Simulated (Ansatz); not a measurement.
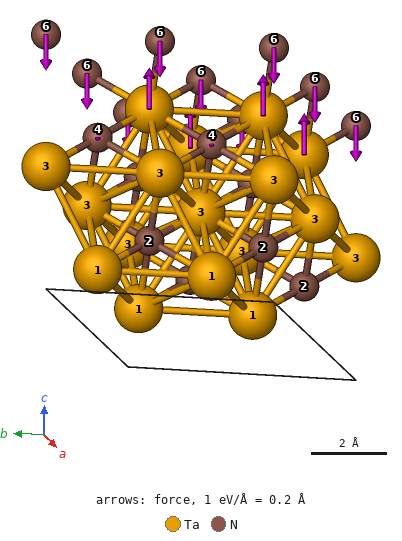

Starting geometry of a slab of composition TaN (cut from the Fm-3m phase) with the computed forces as purple arrows. A ball-and-stick model of the 2 × 2 repeat of the cell, outlined in the plane, without the vacuum, seen from a free direction.

Case: clean slab, lower half held. The slab is the (1 1 1) face of TaN. 3 atoms are held fixed.

These are results of Ansatz 0.2.0, DFT r2SCAN, scalar-relativistic, plane waves, PAW, not measurements. Set-up: plane-wave cutoff 500 eV; k-point mesh 9 × 9 × 1; occupations gaussian; smearing width 0.1 eV; no spin polarisation; dipole correction; atoms relaxed in a fixed cell; force threshold 0.03 eV/Å; at most 70 steps.

> What follows when this structure is relaxed?

It isn't relaxed: the largest force vector, on a Ta atom, is 6.02 eV/Å. The atoms end up moving mostly along the starting forces (cosine between the two patterns 0.92). The atom that moves furthest is an N atom (0.25 Å along the normal (−c)). Largest moves by element: N 0.25 Å, Ta 0.13 Å. The lattice vectors keep their values. Some distances before and after: N–Ta 2.198 → 2.005 Å, Ta–Ta 3.109 → 3.212 Å, N–Ta 2.198 → 2.268 Å. Among the angles between lasting bonds that change: Ta–N–Ta 90.0° → 101.7°, Ta–N–Ta 90.0° → 86.5°, Ta–N–Ta 180.0° → 177.8°. The energy falls by 1.109 eV per cell of the calculation in 4 geometry steps. The largest force component goes from 6 to 0.0051 eV/Å.
